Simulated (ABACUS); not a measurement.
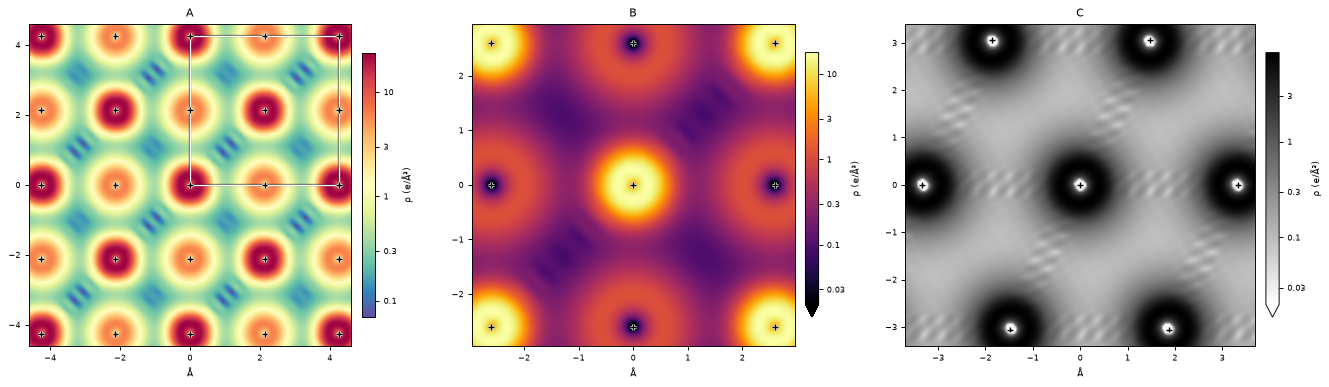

The valence charge density (pseudo) of 3 systems, each on a plane through atoms (crosses mark nuclei in the plane).

The calculation used Kohn-Sham DFT of a periodic cell, PBE, PseudoDojo NC SR 0.4.1 PBE standard (ABACUS 3.10.1).

System 1: CoO, the (001) plane of the conventional cell. Space group Fm-3m; spin-polarised.

```
Co O
1.0
     4.26300    0.00000    0.00000
     0.00000    4.26300    0.00000
     0.00000    0.00000    4.26300
Co O
4 4
Direct
  0.00000 0.00000 0.00000
  0.50000 0.50000 0.00000
  0.50000 0.00000 0.50000
  0.00000 0.50000 0.50000
  0.50000 0.00000 0.00000
  0.00000 0.50000 0.00000
  0.00000 0.00000 0.50000
  0.50000 0.50000 0.50000
```

System 2: MnS, the (100) plane of the conventional cell. Space group Fm-3m; spin-polarised.

```
CELL_PARAMETERS angstrom
5.20900 0.00000 0.00000
0.00000 5.20900 0.00000
0.00000 0.00000 5.20900
ATOMIC_POSITIONS crystal
Mn 0.00000 0.00000 0.00000
Mn 0.50000 0.50000 0.00000
Mn 0.50000 0.00000 0.50000
Mn 0.00000 0.50000 0.50000
S 0.50000 0.00000 0.00000
S 0.00000 0.50000 0.00000
S 0.00000 0.00000 0.50000
S 0.50000 0.50000 0.50000
```

System 3: Sn, the (001) plane of the conventional cell. Space group P-1; a structure from a database of computed crystals, not necessarily the ambient phase; changed on purpose from its base cell (cell strained at random at fixed volume).

```xyz
1
Lattice="1.6658 -1.7656 -2.2958 1.6824 1.8152 -2.3212 3.4268 0.0162 0.0581" Properties=species:S:1:pos:R:3 pbc="T T T"
Sn    1.7134    0.0081    0.0290
```

Which map belongs to which system?

Answer. Panel A is system 1, CoO: the plane holds Co and O. Co–O (2.13 Å): ρ at the midpoint is about 0.4 e/Å³. Panel B is system 2, MnS: the plane holds Mn and S. Mn–S (2.60 Å): the density is about 0.3 e/Å³ at the midpoint. Panel C is system 3, Sn: the plane holds Sn. Sn–Sn (3.34 Å): the density is about 0.14 e/Å³ at the midpoint.
